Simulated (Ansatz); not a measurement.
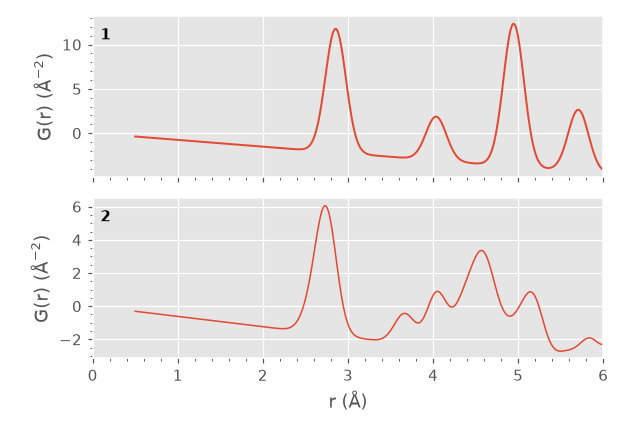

Simulated X-ray pair distribution function, G(r) = R(r)/r − 4πρ₀r, summed over the atomic distances of the structure with each pair weighted by the product of the atomic numbers (X-ray weights at Q = 0); every distance is a Gaussian of σ = 0.12 Å.

Candidate structures:

A. 
```cif
data_structure
_symmetry_space_group_name_H-M 'P 1'
_symmetry_Int_Tables_number 1
_cell_length_a 4.0397
_cell_length_b 4.0397
_cell_length_c 4.0397
_cell_angle_alpha 90.000
_cell_angle_beta 90.000
_cell_angle_gamma 90.000
_cell_volume 65.93
loop_
_atom_site_label
_atom_site_type_symbol
_atom_site_fract_x
_atom_site_fract_y
_atom_site_fract_z
_atom_site_occupancy
Al1 Al 0.00000 0.50000 0.00000 1
Al2 Al 0.00000 0.00000 0.50000 1
Al3 Al 0.50000 0.50000 0.50000 1
Al4 Al 0.50000 0.00000 0.00000 1
```

B. 
```
Al
1.0
     4.41795    0.00000    0.00000
     0.00000    8.02965    0.00000
     0.00000    0.00000    4.58078
Al
8
Direct
  0.00000 0.84411 0.07001
  0.50000 0.84411 0.42999
  0.50000 0.65589 0.92999
  0.00000 0.65589 0.57001
  0.50000 0.34411 0.07001
  0.00000 0.34411 0.42999
  0.00000 0.15589 0.92999
  0.50000 0.15589 0.57001
```

Origins: A, the end point of a relaxation with DFT PBE, scalar-relativistic, plane waves, PAW (Ansatz); the starting structure was generated, so it need not be a known form of this composition; B, the geometry relaxed with Ansatz, DFT r2SCAN, scalar-relativistic, plane waves, PAW; the starting structure was generated, so it need not be a known form of this composition.

Q: Match each curve to its structure.

A: curve 1 is A (Al, first clear peaks at 2.85 Å (Al–Al) and 4.04 Å (Al–Al)); curve 2 is B (Al, first clear peaks at 2.73 Å (Al–Al) and 3.67 Å (Al–Al)).
